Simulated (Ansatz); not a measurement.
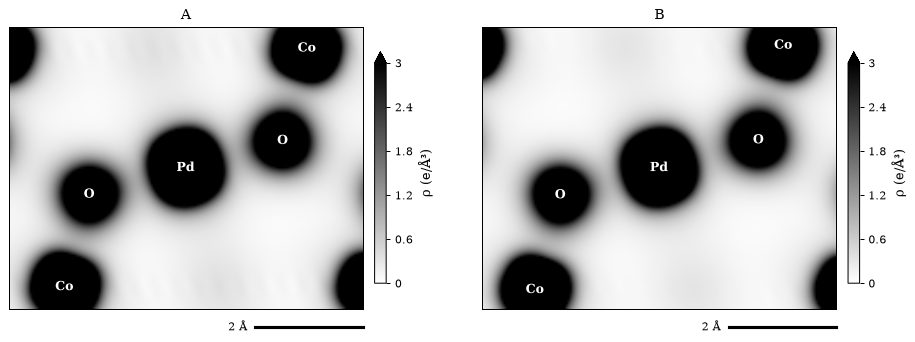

CoPdO₂. The valence pseudo-density of two cells that differ in size, on the (101̄) plane of each (indices in the axes of the calculation cell), at one length scale and on one colour scale; one has 8.5 and the other 9.1 Å³ an atom.

Theory: Ansatz 0.2.0, DFT, r2SCAN, PAW with Ansatz's default frozen-core files, scalar-relativistic.

Core electrons are frozen (PAW), and the valence fields are smoothed inside the atomic spheres.

The larger cell:

```
CELL_PARAMETERS angstrom
2.72298 0.00000 0.00000
-1.36149 0.78606 5.66565
1.36149 -2.35817 0.00000
ATOMIC_POSITIONS crystal
Co 0.50000 0.50000 0.50000
Pd 0.00000 0.00000 0.00000
O 0.88752 0.66257 0.88752
O 0.11248 0.33743 0.11248
```

The smaller cell: a = 2.658 Å, b = 5.740 Å, c = 2.658 Å, α = 103.39°, β = 60.00°, γ = 103.39°.

Which panel shows the smaller cell, and what does the compression change?

Panel A is the smaller cell, by 7 % in volume. From the larger cell to the smaller, Pd–O goes from 1.91 to 1.87 Å, and the density at its midpoint from 0.95 to 1.1 e/Å³; Co–O goes from 1.82 to 1.78 Å, and the density at its midpoint from 0.89 to 0.99 e/Å³; the pressure goes from 38 to 72 GPa.
